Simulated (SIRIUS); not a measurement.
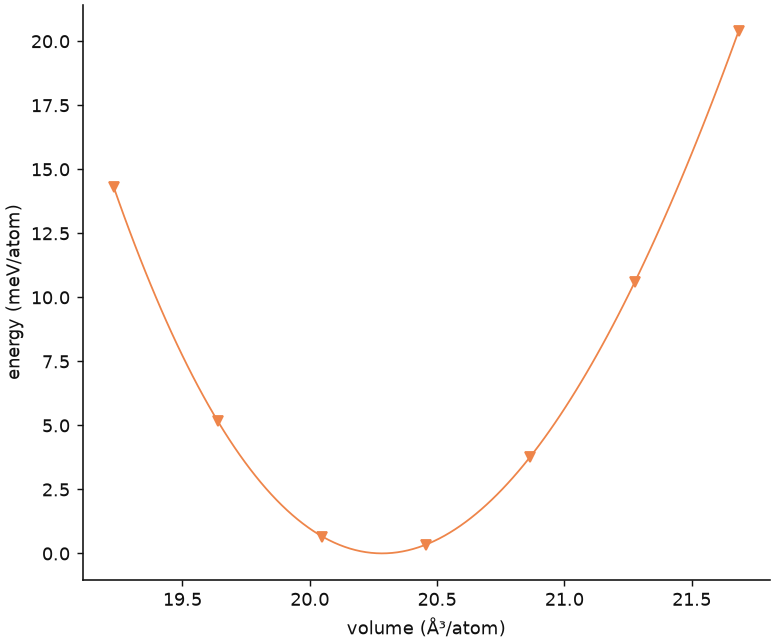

The picture above shows the energy against volume for P, space group Cmce (No. 64).

Structure:
```
P
1.0
     1.64774   -5.46504    0.00000
     1.64774    5.46504    0.00000
     0.00000    0.00000    4.54364
P
4
Direct
  0.90414 0.09586 0.58882
  0.09586 0.90414 0.41118
  0.59586 0.40414 0.08882
  0.40414 0.59586 0.91118
```

Computed with SIRIUS 7.12.0: plane-wave DFT, no spin polarisation; energies at scaled volumes of the given cell, shape and fractions fixed, counted from the fit's minimum, third-order Birch-Murnaghan fit. Level: PBEsol.

- k mesh: 8×8×6
- occupations: Fermi–Dirac
- smearing width: 0.05 eV
- potentials: dojo sr pbesol 0.4.1 standard
- wave cutoff: 610.8 eV
- density cutoff: 2443 eV

From this curve and the settings, what does the calculation give for the pressure at the same points?

The pressure falls from 4.56 GPa at volume 19.23 Å³/atom to −4.40 GPa at 21.69 Å³/atom, and changes sign near 20.29 Å³/atom.

```tsv
volume (Å³/atom)	pressure (GPa)
19.23	4.56
19.64	2.64
20.05	0.91
20.46	-0.64
20.87	-2.03
21.28	-3.28
21.69	-4.40
```

Note: shape and atomic fractions are frozen while scaling, which makes layered, chain and framework solids too stiff.
